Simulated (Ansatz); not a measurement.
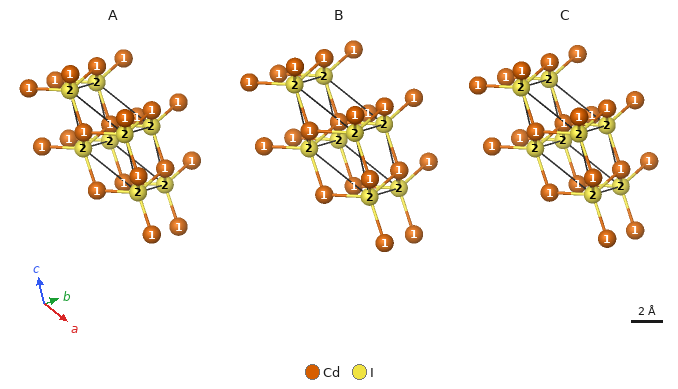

3 geometries from one relaxation of a crystal of CdI (a generated structure, set up in I-4m2) (coarse preliminary run), in shuffled order. A ball-and-stick model of the cell of the calculation, seen slightly off an axis.

Case: Ag → Cd on all its sites, cell and atoms relaxed.

The calculation used DFT PBE, scalar-relativistic, plane waves, PAW (Ansatz). (plane-wave cutoff 420 eV; k-point mesh 6 × 6 × 6; occupations gaussian; smearing width 0.1 eV; no spin polarisation; cell and atoms relaxed; force threshold 0.05 eV/Å; at most 60 steps)

Question: Put them in the order of the run, from the start to the converged end.

Answer: A, C, B. They are steps 0, 1, 4, at +258 meV per atom, +64.0 meV per atom relative to the last. Over 3 accepted moves (4 points after the start) the energy falls by 258 meV per atom. All forces vanish by symmetry, so only the cell relaxes. The pressure goes from 8.60 to 0.32 GPa. At 1 point the geometry stayed and the basis and grid were re-selected for the new cell (energy shift of 4.0 meV per atom at most each time). No atom moves by more than 0.005 Å relative to the cell. The volume changes by +32.8 %, with a = b = c 4.677 → 5.140 Å (+9.9 %). Near-neighbour distances that change, for instance: Cd1–I2 2.863 → 3.147 Å. The space group stays F-43m (No. 216). The run took of the order of 25 core-seconds on a shared host.
